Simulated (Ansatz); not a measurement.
## Al(111) with 4 layers of random Al-Ta, 2x2: scattering by chemical disorder

How strongly does chemical disorder scatter in Al(111) with 4 layers of random Al-Ta, 2x2?

Program: Ansatz 0.2.0. Level of theory: Ansatz plane-wave DFT, PBE, PAW files; ballistic transport by layer matching (Landauer), zero bias; PAW set soft_1. Results are calculated unless marked as measured.

### 1. The starting structure

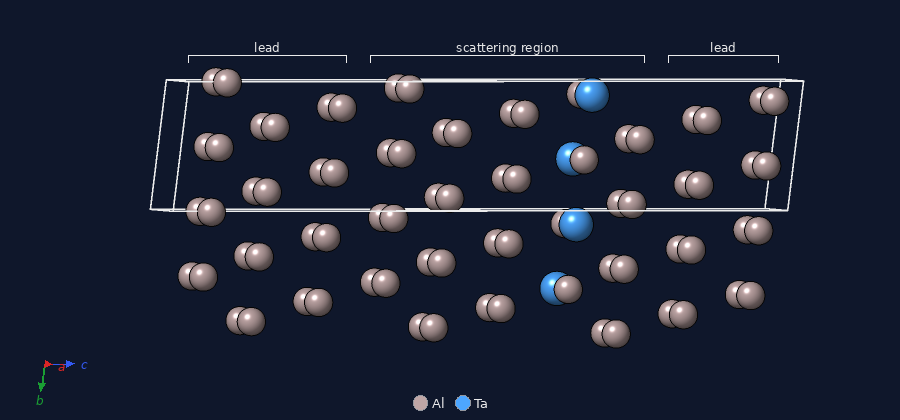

Start, viewed from the side, with the c axis across the page; aluminium light grey, tantalum blue. 1×2×1 cells are drawn.

The cell holds 40 atoms: 38 Al and 2 Ta. Its edges and angles: a = 5.725 Å, b = 5.725 Å, c = 23.429 Å, α = 93.5°, β = 86.5°, γ = 120.0°. It derives from Al. Regions: lead, 24 atoms (24 Al); scattering region, 16 atoms (14 Al and 2 Ta). The structure is stacked along c, and the current runs across the ab planes.

### 2. With 4 alloy layers

In 4 layers a share of 0.125 of the sites is given to Ta at random. The layers about the cell's end stay perfect and serve as the lead. Energies from -0.05 to 0.05 eV in steps of 0.05 eV are too few for the program's thermal sum, so it prints no conductance; for a metal the transmission near the Fermi level serves, at a fraction of the cost.

The input, input.yaml:

```yaml
crystal:
  lattice:
    - [5.7246940741, 0.0, 0.0]
    - [-2.862347037, 4.957730497, 0.0]
    - [1.4311735185, -0.8262884162, 23.3709656917]
  atoms:
    - { symbol: Al, position: [0.9916666667, 0.0083333333, 0.05] }
    - { symbol: Al, position: [0.9916666667, 0.5083333333, 0.05] }
    - { symbol: Al, position: [0.4916666667, 0.0083333333, 0.05] }
    - { symbol: Al, position: [0.4916666667, 0.5083333333, 0.05] }
    - { symbol: Al, position: [0.1416666667, 0.3583333333, 0.15] }
    - { symbol: Al, position: [0.1416666667, 0.8583333333, 0.15] }
    - { symbol: Al, position: [0.6416666667, 0.3583333333, 0.15] }
    - { symbol: Al, position: [0.6416666667, 0.8583333333, 0.15] }
    - { symbol: Al, position: [0.2916666667, 0.2083333333, 0.25] }
    - { symbol: Al, position: [0.2916666667, 0.7083333333, 0.25] }
    - { symbol: Al, position: [0.7916666667, 0.2083333333, 0.25] }
    - { symbol: Al, position: [0.7916666667, 0.7083333333, 0.25] }
    - { symbol: Al, position: [0.9416666667, 0.0583333333, 0.35] }
    - { symbol: Al, position: [0.9416666667, 0.5583333333, 0.35] }
    - { symbol: Al, position: [0.4416666667, 0.0583333333, 0.35] }
    - { symbol: Al, position: [0.4416666667, 0.5583333333, 0.35] }
    - { symbol: Al, position: [0.0916666667, 0.4083333333, 0.45] }
    - { symbol: Al, position: [0.0916666667, 0.9083333333, 0.45] }
    - { symbol: Al, position: [0.5916666667, 0.4083333333, 0.45] }
    - { symbol: Al, position: [0.5916666667, 0.9083333333, 0.45] }
    - { symbol: Al, position: [0.2416666667, 0.2583333333, 0.55] }
    - { symbol: Al, position: [0.2416666667, 0.7583333333, 0.55] }
    - { symbol: Al, position: [0.7416666667, 0.2583333333, 0.55] }
    - { symbol: Al, position: [0.7416666667, 0.7583333333, 0.55] }
    - { symbol: Ta, position: [0.8916666667, 0.1083333333, 0.65] }
    - { symbol: Al, position: [0.8916666667, 0.6083333333, 0.65] }
    - { symbol: Al, position: [0.3916666667, 0.1083333333, 0.65] }
    - { symbol: Ta, position: [0.3916666667, 0.6083333333, 0.65] }
    - { symbol: Al, position: [0.0416666667, 0.4583333333, 0.75] }
    - { symbol: Al, position: [0.0416666667, 0.9583333333, 0.75] }
    - { symbol: Al, position: [0.5416666667, 0.4583333333, 0.75] }
    - { symbol: Al, position: [0.5416666667, 0.9583333333, 0.75] }
    - { symbol: Al, position: [0.1916666667, 0.3083333333, 0.85] }
    - { symbol: Al, position: [0.1916666667, 0.8083333333, 0.85] }
    - { symbol: Al, position: [0.6916666667, 0.3083333333, 0.85] }
    - { symbol: Al, position: [0.6916666667, 0.8083333333, 0.85] }
    - { symbol: Al, position: [0.8416666667, 0.1583333333, 0.95] }
    - { symbol: Al, position: [0.8416666667, 0.6583333333, 0.95] }
    - { symbol: Al, position: [0.3416666667, 0.1583333333, 0.95] }
    - { symbol: Al, position: [0.3416666667, 0.6583333333, 0.95] }
kpoints:
  mp_grid: { grid: [5, 5, 1] }
hamiltonian:
  xc: pbe
  pseudopotentials: { kind: paw, azcp: { folder: soft_1 } }
scf:
  occupations: { method: fermi_dirac, width: 0.1 }
output:
  transmission:
    leads: [[0, 4]]
    kmesh: [10, 10]
    e_range: [-0.05, 0.05]
    de: 0.05
  write_potential: true
  write_density: true
  volumetric_format: npy
```

Run with:

```
ansatz run input.yaml --threads 4 --pin off --max-ram 15360MiB --backend cpu --events-out ev --progress --plain --runs-dir out
```

Numbers of over 12 decimals in the logs are rounded to 6 here.

Log:

```text
Engine: ansatz 0.2.0, aarch64-unknown-linux-gnu
Pseudopotentials: kind: paw
Pseudopotential: Al, paw, valence charge 3, recommended cutoff 420 eV (normal), soft_1/Al.paw.azcp
Pseudopotential: Ta, paw, valence charge 13, recommended cutoff 420 eV (normal), soft_1/Ta.paw.azcp
Functional definition: PBE
  parameter kappa = 0.804
  parameter beta = 0.066725
  exchange = pbe_x(kappa = kappa, mu = beta*pi^2/3)
  correlation = pbe_c(beta = beta)
Crystal: 40 atoms, lattice volume = 663.303 Å³
Basis set: ecut = 420 eV, 13043 PW (Γ)
Bands: 110, of which v1, the nominal top of the filled ones, is band 70 counted from 1 (69 counted from 0)
Symmetry: 8 space group operations
Space group: P2/m (ITA 10), of the structure as read, at distance tolerance 8.7e-5 Å
k-points: 9 of 25
Non-local potential: Al, projectors of the file, l = 0: 2, l = 1: 2, l = 2: 1
Non-local potential: Ta, projectors of the file, l = 0: 3, l = 1: 2, l = 2: 2, l = 3: 1
PAW form: soft (Blöchl's): semilocal exchange-correlation on the pseudo side does not see the compensation charge
PAW one-centre angular grid: Al, 110 points (default); XC on 64 Gauss nodes
PAW one-centre angular grid: Ta, 590 points (default); XC on 64 Gauss nodes
Initial density: superposition of atomic densities (chi_scale 0.1, normalization cell, long waves kept (reshape's long-wave potential 0.52 eV rms))
Initial wavefunctions: pseudopotential atomic-orbital guess
Functional: x = pbe(κ = 0.804, μ = 0.219515), c = pbe(β = 0.066725)
SCF iter   1: F=—  HF=-40300.254425 eV  |F-HF|=—  |Δ(HF+E_count)|=         —  Δρ=3.47e-2  dr2=3.11e2  ethr=3.10e-3  ⟨swp⟩=6.6  Hψ=4647  notcnv=0  defer=8
preconditioner: auto → Kerker (q_TF=auto, 2.105 Å⁻¹)  [metal: Δε(μ)=0.030 eV  Ē_g=6.526 eV  σ=0.100 eV  W_gap=0.08  n_scr=90 (ndim 8)  ℏωp=16.1 eV  f_vac=0.000  D(μ)=15.34/eV (n_scr^D=86)]
SCF iter   2: F=—  HF=-40295.906167 eV  |F-HF|=—  |Δ(HF+E_count)|=    4.35e0  Δρ=2.17e-2  dr2=1.20e2  ethr=3.10e-3  ⟨swp⟩=3.0  Hψ=1299  notcnv=0  defer=60
SCF iter   3: F=—  HF=-40293.026281 eV  |F-HF|=—  |Δ(HF+E_count)|=    2.88e0  Δρ=4.45e-3  dr2=1.71e0  ethr=3.10e-3  ⟨swp⟩=3.9  Hψ=1475  notcnv=0  defer=60
SCF iter   4: F=—  HF=-40292.970709 eV  |F-HF|=—  |Δ(HF+E_count)|=   5.56e-2  Δρ=1.52e-3  dr2=4.53e-1  ethr=1.22e-3  ⟨swp⟩=1.8  Hψ=1150  notcnv=0  defer=58
SCF iter   5: F=—  HF=-40292.960945 eV  |F-HF|=—  |Δ(HF+E_count)|=   9.76e-3  Δρ=5.74e-4  dr2=7.29e-2  ethr=3.23e-4  ⟨swp⟩=1.0  Hψ=928  notcnv=0  defer=58
SCF iter   6: F=—  HF=-40292.959190 eV  |F-HF|=—  |Δ(HF+E_count)|=   1.75e-3  Δρ=1.49e-4  dr2=4.15e-3  ethr=5.21e-5  ⟨swp⟩=1.0  Hψ=928  notcnv=0  defer=58
SCF iter   7: F=—  HF=-40292.959073 eV  |F-HF|=—  |Δ(HF+E_count)|=   1.17e-4  Δρ=1.62e-5  dr2=6.11e-5  ethr=2.97e-6  ⟨swp⟩=1.0  Hψ=928  notcnv=0  defer=58
SCF iter   8: F=—  HF=-40292.959142 eV  |F-HF|=—  |Δ(HF+E_count)|=   6.91e-5  Δρ=2.11e-6  dr2=4.90e-7  ethr=4.37e-8  ⟨swp⟩=1.0  Hψ=951  notcnv=0  defer=58
SCF iter   9: F=-40292.959142 eV  HF=-40292.959142 eV  |F-HF|=9.16e-9  |Δ(HF+E_count)|=   5.09e-8  Δρ=5.29e-7  dr2=1.01e-8  ethr=7.14e-11  ⟨swp⟩=14.2  Hψ=4036  notcnv=0
SCF 1 converged in 9 iterations: F = -40292.959142 eV  dr2 = 1.01e-8
  greatest PAW one-centre occupation: 0.999 electrons in one spin orbital (limit 2), on the Ta atom at site 27 (counted from 0), in its partial waves of l = 0
transmission: 99 of 930 steps passed
transmission: 189 of 930 steps passed
[...]
transmission: 930 of 930 steps passed
SCF converged after 9 iterations
Free energy (F): -40292.959142 eV
Harris-Foulkes:  -40292.959142 eV  (|F-HF|=9.16e-9)
Internal energy: -40292.388480 eV  (E = F + TS)
E sigma→0 (E₀):  -40292.673811 eV
Entropy (-TS):   -0.570662 eV (-14.267 meV/atom)
Fermi energy:    8.557175 eV
--- Per-component energies (eV) ---
  E_band       = -16.801252
  E_kinetic    = 1641.561810
  E_local      = -5751.071116  (includes V_loc(G=0)·N_el)
  E_nonlocal   = 357.201207
  E_hartree    = 2824.770537
  E_xc         = -2074.110605
  E_vxc        = -1575.115438  (∫ρ·V_xc dr)
  E_paw        = -34446.787603  (= ΣΔE_a)
  E_vpaw       = -338.923140  (= ΣTr[D̂ρ^β])
  E_aug_tail   = 0.000103  (compensation charges beyond the density's cutoff)
  E_ewald      = -2843.952811
  E_smearing   = -0.570662  (= −TS)
  E_closure    = 0.000000  (closes the sum)
  Σ components = -40292.959142   (vs F -40292.959142, Δ=0.00e0)
--- Band table (eV; the first three rows and the last of 9) ---
  k-point 0: bands = [... 66 lower, 7.2195, 7.2719, 7.4680, 7.4825, 7.6943, 7.9248, 8.0441, 8.0991, ... 36 higher]
  k-point 1: bands = [... 66 lower, 7.5125, 7.5274, 7.8030, 7.9102, 7.9918, 8.2443, 8.2574, 8.2653, ... 36 higher]
  k-point 2: bands = [... 66 lower, 8.6015, 8.6192, 8.6952, 8.7110, 8.7953, 8.8221, 8.8559, 8.9075, ... 36 higher]
  k-point 8: bands = [... 66 lower, 8.5852, 8.5868, 8.5988, 8.6912, 8.7385, 8.8290, 8.8390, 8.8698, ... 36 higher]
--- Transmission ---
  basis      : 253 plane waves across, 30 finite elements along
  points     : 31, standing for a mesh of 10 x 10
  energies   : 3 from -0.050000 to 0.050000 eV about the Fermi level, 0.050000 eV apart; the leads are filled to 0.000000 eV, and channels, transmission and decay are at 0.000000 eV
  crystal 0  : Al4, at the sites [0, 4], period 2.3371 Å, over 21.03 Å; its Hamiltonian steps by up to 24.2 meV
    offset         : up to 0.0000 Å between an atom of the period and one for which it stands
    channels       : 5.410000e0 a spin
    conductance    : none, the energies end too early or step too widely for 300 K: set another output.transmission.e_range or a lower de, or, where they end at an eighth of basis.ecutwfc, a higher one
  junction   : crystal 0 to crystal 0, 3.98 to 25.01 Å
    transmission   : 2.598616e0 a spin
    conductance    : none, the energies end too early or step too widely for 300 K: set another output.transmission.e_range or a lower de, or, where they end at an eighth of basis.ecutwfc, a higher one
```

Run time: 4.5 min. Hardware: 4 threads of Arm Neoverse V1, shared host; peak memory 2.1 GiB; 14 min of CPU time.

The column dr2 measures how far the density is from self-consistency, as an energy; F and HF (Harris–Foulkes) agree once it is small.

Numbers from this step:

```yaml
free_energy: -40292.9591 eV
energy_at_zero_smearing: -40292.6738 eV
fermi_energy: 8.557 eV
cell_area: 28.38 Å²
transmission_per_spin_nearest_the_fermi_level: 2.599
open_channels_per_spin_nearest_the_fermi_level: 5.41
step_of_the_lead_s_potential: 24.2 meV
```

Per spin. The transmission, zone mean by energy, zero at the Fermi level:

| energy (eV) | transmission, zone mean |
| --- | --- |
| -0.0500 | 2.57 |
| 0.0000 | 2.60 |
| 0.0500 | 2.66 |

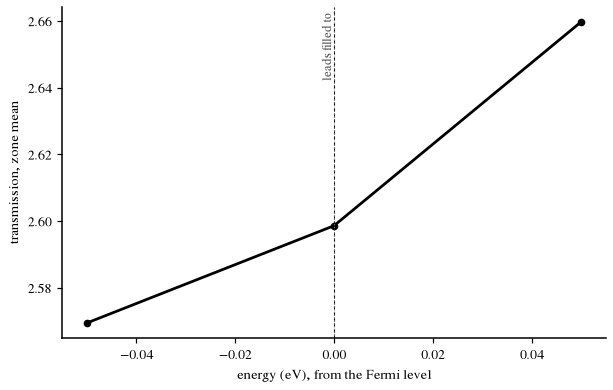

Transmission, zone mean, plotted against energy.

Per spin. The open channels, zone mean, lead by energy, zero at the Fermi level:

| energy (eV) | open channels, zone mean, lead |
| --- | --- |
| -0.0500 | 5.29 |
| 0.0000 | 5.41 |
| 0.0500 | 5.59 |

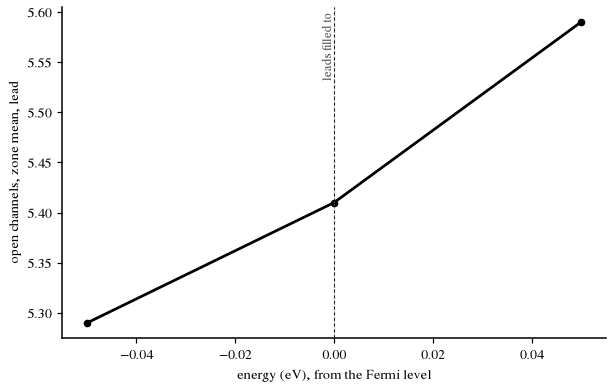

Open channels, zone mean, lead, plotted against energy.

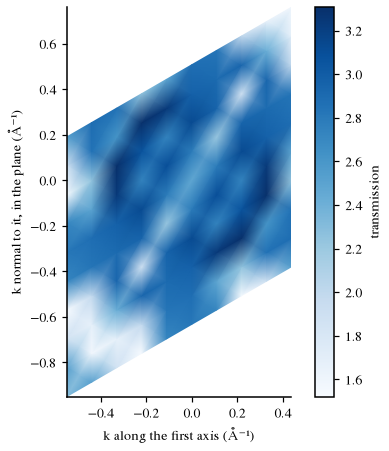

Transmission over k1 and k2. At 0.0000 eV from the Fermi level.

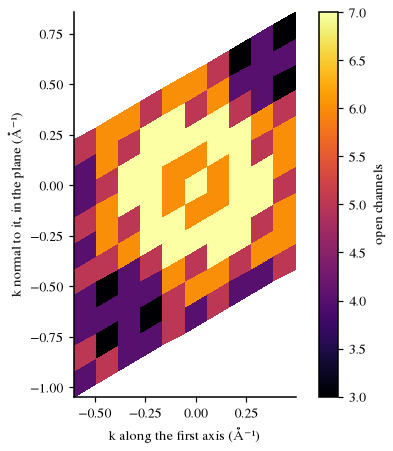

Open channels over k1 and k2. At 0.0000 eV from the Fermi level.

Over the solved energies the transmission per spin lies between 2.57 and 2.66, out of 5.43 channels of the lead on average (up to 5.59).

### 3. With 8 alloy layers

System of this step: Al(111) with 8 layers of random Al-Ta, 2x2. The cell holds 56 atoms: 52 Al and 4 Ta. Cell: a = 5.725 Å, b = 5.725 Å, c = 32.761 Å, α = 87.5°, β = 92.5°, γ = 120.0°. It derives from Al. Regions: lead, 24 atoms (24 Al); scattering region, 32 atoms (28 Al and 4 Ta). The structure is stacked along c, and the current runs across the ab planes.

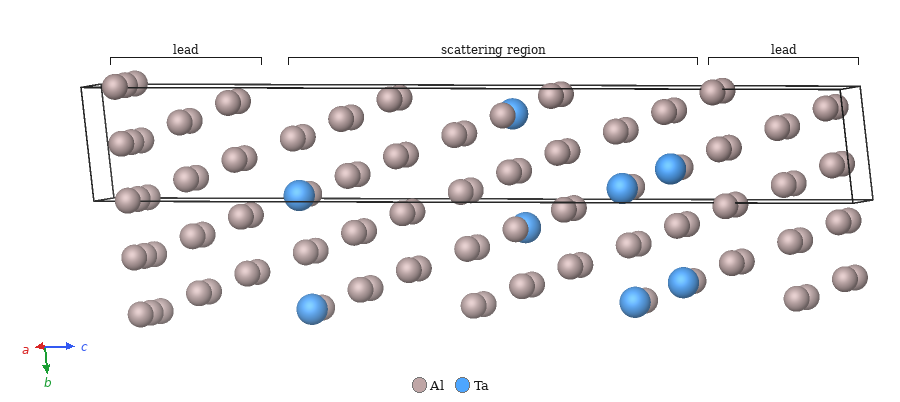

The cell of this step (aluminium light grey, tantalum blue). 1×2×1 cells are drawn. Some periodic images of atoms are drawn too.

The input, input.yaml:

```yaml
crystal:
  lattice:
    - [5.7246940741, 0.0, 0.0]
    - [-2.862347037, 4.957730497, 0.0]
    - [-1.4311735185, 0.8262884162, 32.7193519684]
  atoms:
    - { symbol: Al, position: [0.005952381, 0.994047619, 0.0357142857] }
    - { symbol: Al, position: [0.005952381, 0.494047619, 0.0357142857] }
    - { symbol: Al, position: [0.505952381, 0.994047619, 0.0357142857] }
    - { symbol: Al, position: [0.505952381, 0.494047619, 0.0357142857] }
    - { symbol: Al, position: [0.1845238095, 0.3154761905, 0.1071428571] }
    - { symbol: Al, position: [0.1845238095, 0.8154761905, 0.1071428571] }
    - { symbol: Al, position: [0.6845238095, 0.3154761905, 0.1071428571] }
    - { symbol: Al, position: [0.6845238095, 0.8154761905, 0.1071428571] }
    - { symbol: Al, position: [0.3630952381, 0.1369047619, 0.1785714286] }
    - { symbol: Al, position: [0.3630952381, 0.6369047619, 0.1785714286] }
    - { symbol: Al, position: [0.8630952381, 0.1369047619, 0.1785714286] }
    - { symbol: Al, position: [0.8630952381, 0.6369047619, 0.1785714286] }
    - { symbol: Al, position: [0.0416666667, 0.9583333333, 0.25] }
    - { symbol: Al, position: [0.0416666667, 0.4583333333, 0.25] }
    - { symbol: Ta, position: [0.5416666667, 0.9583333333, 0.25] }
    - { symbol: Al, position: [0.5416666667, 0.4583333333, 0.25] }
    - { symbol: Al, position: [0.2202380952, 0.2797619048, 0.3214285714] }
    - { symbol: Al, position: [0.2202380952, 0.7797619048, 0.3214285714] }
    - { symbol: Al, position: [0.7202380952, 0.2797619048, 0.3214285714] }
    - { symbol: Al, position: [0.7202380952, 0.7797619048, 0.3214285714] }
    - { symbol: Al, position: [0.3988095238, 0.1011904762, 0.3928571429] }
    - { symbol: Al, position: [0.3988095238, 0.6011904762, 0.3928571429] }
    - { symbol: Al, position: [0.8988095238, 0.1011904762, 0.3928571429] }
    - { symbol: Al, position: [0.8988095238, 0.6011904762, 0.3928571429] }
    - { symbol: Al, position: [0.0773809524, 0.9226190476, 0.4642857143] }
    - { symbol: Al, position: [0.0773809524, 0.4226190476, 0.4642857143] }
    - { symbol: Al, position: [0.5773809524, 0.9226190476, 0.4642857143] }
    - { symbol: Al, position: [0.5773809524, 0.4226190476, 0.4642857143] }
    - { symbol: Ta, position: [0.255952381, 0.244047619, 0.5357142857] }
    - { symbol: Al, position: [0.255952381, 0.744047619, 0.5357142857] }
    - { symbol: Al, position: [0.755952381, 0.244047619, 0.5357142857] }
    - { symbol: Al, position: [0.755952381, 0.744047619, 0.5357142857] }
    - { symbol: Al, position: [0.4345238095, 0.0654761905, 0.6071428571] }
    - { symbol: Al, position: [0.4345238095, 0.5654761905, 0.6071428571] }
    - { symbol: Al, position: [0.9345238095, 0.0654761905, 0.6071428571] }
    - { symbol: Al, position: [0.9345238095, 0.5654761905, 0.6071428571] }
    - { symbol: Al, position: [0.1130952381, 0.8869047619, 0.6785714286] }
    - { symbol: Al, position: [0.1130952381, 0.3869047619, 0.6785714286] }
    - { symbol: Ta, position: [0.6130952381, 0.8869047619, 0.6785714286] }
    - { symbol: Al, position: [0.6130952381, 0.3869047619, 0.6785714286] }
    - { symbol: Al, position: [0.2916666667, 0.2083333333, 0.75] }
    - { symbol: Al, position: [0.2916666667, 0.7083333333, 0.75] }
    - { symbol: Al, position: [0.7916666667, 0.2083333333, 0.75] }
    - { symbol: Ta, position: [0.7916666667, 0.7083333333, 0.75] }
    - { symbol: Al, position: [0.4702380952, 0.0297619048, 0.8214285714] }
    - { symbol: Al, position: [0.4702380952, 0.5297619048, 0.8214285714] }
    - { symbol: Al, position: [0.9702380952, 0.0297619048, 0.8214285714] }
    - { symbol: Al, position: [0.9702380952, 0.5297619048, 0.8214285714] }
    - { symbol: Al, position: [0.1488095238, 0.8511904762, 0.8928571429] }
    - { symbol: Al, position: [0.1488095238, 0.3511904762, 0.8928571429] }
    - { symbol: Al, position: [0.6488095238, 0.8511904762, 0.8928571429] }
    - { symbol: Al, position: [0.6488095238, 0.3511904762, 0.8928571429] }
    - { symbol: Al, position: [0.3273809524, 0.1726190476, 0.9642857143] }
    - { symbol: Al, position: [0.3273809524, 0.6726190476, 0.9642857143] }
    - { symbol: Al, position: [0.8273809524, 0.1726190476, 0.9642857143] }
    - { symbol: Al, position: [0.8273809524, 0.6726190476, 0.9642857143] }
kpoints:
  mp_grid: { grid: [5, 5, 1] }
hamiltonian:
  xc: pbe
  pseudopotentials: { kind: paw, azcp: { folder: soft_1 } }
scf:
  occupations: { method: fermi_dirac, width: 0.1 }
output:
  transmission:
    leads: [[0, 4]]
    kmesh: [10, 10]
    e_range: [-0.05, 0.05]
    de: 0.05
  write_potential: true
  write_density: true
  volumetric_format: npy
```

Log:

```text
[...]
Crystal: 56 atoms, lattice volume = 928.624 Å³
Basis set: ecut = 420 eV, 18271 PW (Γ)
Bands: 160, of which v1, the nominal top of the filled ones, is band 104 counted from 1 (103 counted from 0)
Symmetry: 2 space group operations
[...]
k-points: 9 of 25 (time reversal used)
[...]
SCF iter   1: F=—  HF=-67696.954166 eV  |F-HF|=—  |Δ(HF+E_count)|=         —  Δρ=3.68e-2  dr2=1.01e3  ethr=3.10e-3  ⟨swp⟩=6.4  Hψ=6603  notcnv=0  defer=25
[...]
SCF iter   8: F=-67685.738732 eV  HF=-67685.738732 eV  |F-HF|=3.04e-8  |Δ(HF+E_count)|=   1.79e-9  Δρ=8.59e-7  dr2=3.35e-8  ethr=4.81e-11  ⟨swp⟩=14.9  Hψ=6988  notcnv=0
SCF 1 converged in 8 iterations: F = -67685.738732 eV  dr2 = 3.35e-8
[...]
transmission: 144 of 1395 steps passed
transmission: 279 of 1395 steps passed
[...]
transmission: 1395 of 1395 steps passed
SCF converged after 8 iterations
Free energy (F): -67685.738732 eV
[...]
Internal energy: -67684.845895 eV  (E = F + TS)
E sigma→0 (E₀):  -67685.292313 eV
Entropy (-TS):   -0.892838 eV (-15.944 meV/atom)
Fermi energy:    8.847693 eV
[...]
--- Band table (eV; the first three rows and the last of 9) ---
  k-point 0: bands = [... 100 lower, 7.7410, 7.7803, 7.9980, 8.0829, 8.1016, 8.1622, 8.3624, 8.3864, ... 52 higher]
  k-point 1: bands = [... 100 lower, 8.0428, 8.0624, 8.1595, 8.3372, 8.3599, 8.5219, 8.5981, 8.7094, ... 52 higher]
  k-point 2: bands = [... 100 lower, 8.7674, 8.8589, 8.8908, 8.9456, 9.0520, 9.0634, 9.1480, 9.1668, ... 52 higher]
  k-point 8: bands = [... 100 lower, 8.8327, 8.8660, 8.8845, 9.0279, 9.0545, 9.0729, 9.1441, 9.2232, ... 52 higher]
--- Transmission ---
  basis      : 253 plane waves across, 45 finite elements along
  points     : 31, standing for a mesh of 10 x 10
[...]
channels       : 5.590000e0 a spin
[...]
junction   : crystal 0 to crystal 0, 0.70 to 31.08 Å
    transmission   : 1.780443e0 a spin
[...]
```

Run time: 6.9 min. Hardware: 4 threads; peak memory 3.2 GiB.

This step gave:

* free energy: -67685.7387 eV
* energy at zero smearing: -67685.2923 eV
* Fermi energy: 8.848 eV
* transmission per spin nearest the Fermi level: 1.780
* open channels per spin nearest the Fermi level: 5.59
* step of the lead's potential: 10 meV

Per spin. The transmission, zone mean by energy, zero at the Fermi level:

| energy (eV) | transmission, zone mean |
| --- | --- |
| -0.0500 | 1.72 |
| 0.0000 | 1.78 |
| 0.0500 | 1.86 |

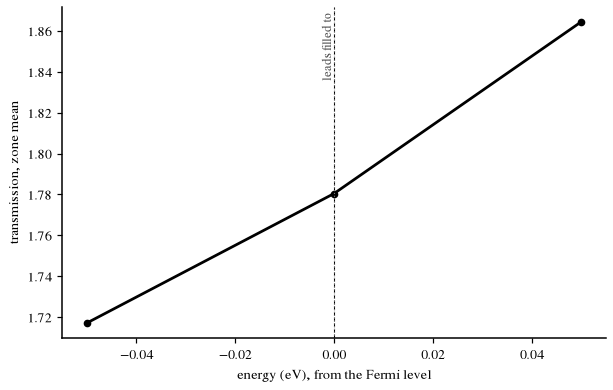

Transmission, zone mean against energy.

Over the solved energies the transmission per spin lies between 1.72 and 1.86, out of 5.49 channels of the lead on average (up to 5.59).

[end of part 1 of 2]

[Logs are printed without paths, hosts, clocks, repeated set-up lines and the standing remarks that a program may print on its own settings, such as how far it seeks lower states.]

[Hosts, paths, dates, database ids (printed as entryN), source tags and the programs' standing remarks are cut or masked in the printed files.]
